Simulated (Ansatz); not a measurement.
```cif
data_structure
_symmetry_space_group_name_H-M 'P 1'
_symmetry_Int_Tables_number 1
_cell_length_a 4.8135
_cell_length_b 4.8135
_cell_length_c 3.2054
_cell_angle_alpha 90.000
_cell_angle_beta 90.000
_cell_angle_gamma 90.000
_cell_volume 74.27
loop_
_atom_site_label
_atom_site_type_symbol
_atom_site_fract_x
_atom_site_fract_y
_atom_site_fract_z
_atom_site_occupancy
Hf1 Hf 0.00000 0.00000 0.00000 1
Hf2 Hf 0.50000 0.50000 0.50000 1
O1 O 0.19496 0.80504 0.50000 1
O2 O 0.30504 0.30504 0.00000 1
O3 O 0.69496 0.69496 0.00000 1
O4 O 0.80504 0.19496 0.50000 1
```

Space group P4_2/mnm; the calculation finds a residual pressure of about 9 GPa at this fixed cell. This isn't the usual form at ambient conditions. The cell comes from a database of computed structures, not from a measurement.

All numbers below come from DFT PBE, scalar-relativistic, plane waves, PAW (Ansatz 0.2.0).

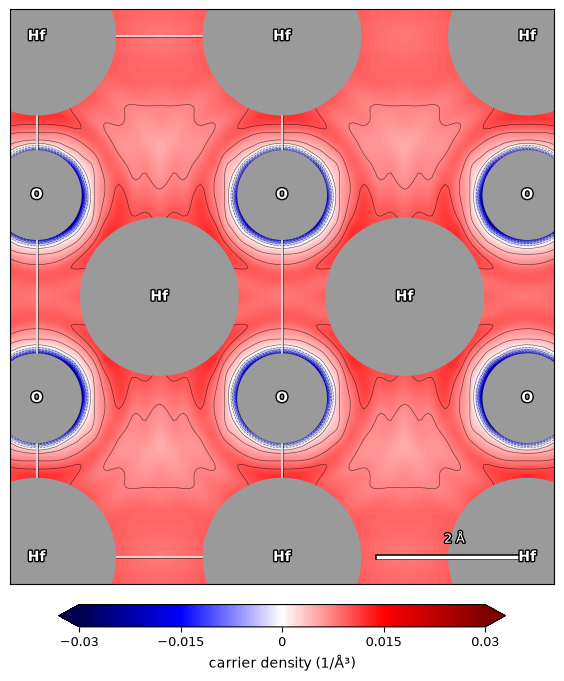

HfO$_{2}$. Where the hole sits when 0.5 electron is taken from the 6-atom cell of the calculation (uniform compensating background, atoms fixed); the change of density for each carrier, counted positive where the carrier is: a map on the (11̄0) plane of the conventional cell, with grey discs over the atomic cores. Cores are masked to 1.0 Å (Hf) and 0.6 Å (O).

Core electrons are frozen (PAW), so the fields are smoothed inside the atomic spheres.

> Describe the change of density.

Summed over atomic cells sized by the Bader volumes, the hole divides as O about 85 % and Hf about 15 %; the most favoured element is O, which fills 75 % of the volume. Over the whole cell, outside the cores, it is densest at the edge of the masked core of O. The counter-flow of charge adds up to under 0.1 e for each carrier. These are shares of the net change, screening included; the states that take the carrier can be more concentrated. This is very heavy doping, far beyond the dilute limit.
